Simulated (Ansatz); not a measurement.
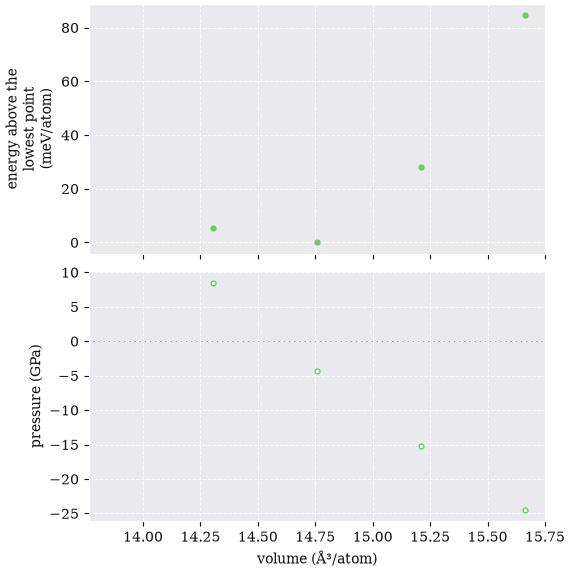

The plot gives the computed energy above the lowest point and pressure against volume for Re, space group Fm-3m (No. 225) (one of a set of cubic test structures, which need not be the stable phase).

Computed with Ansatz 0.2.0 development build: equation of state of a cubic crystal from periodic Kohn-Sham density functional theory without spin, third-order Birch-Murnaghan fit to the free energies; pressure corrected for the finite basis. Level: HSE06.

```
                setting                   value
         structure type                     fcc
          atoms in cell                       1
     space group number                     225
       lattice centring  face-centred primitive
                 k mesh                   6×6×6
      occupation method             Fermi–Dirac
       occupation width                  0.1 eV
            wave cutoff                  420 eV
               datasets              soft-1 PAW
      density tolerance                1e-07 eV
                  bands                      12
   density cutoff ratio                       4
search for lower states                 default
   exchange singularity            Wigner-Seitz
```

The point at volume 13.85 Å³/atom is left out of the plot. What does the calculation give there?

```
volume (Å³/atom)  energy above the lowest point (meV/atom)  pressure (GPa)
           13.85                                      50.1            23.8
```

Caveats: coarse k-mesh, values are not converged in k; cubic model structure, not the ambient form.
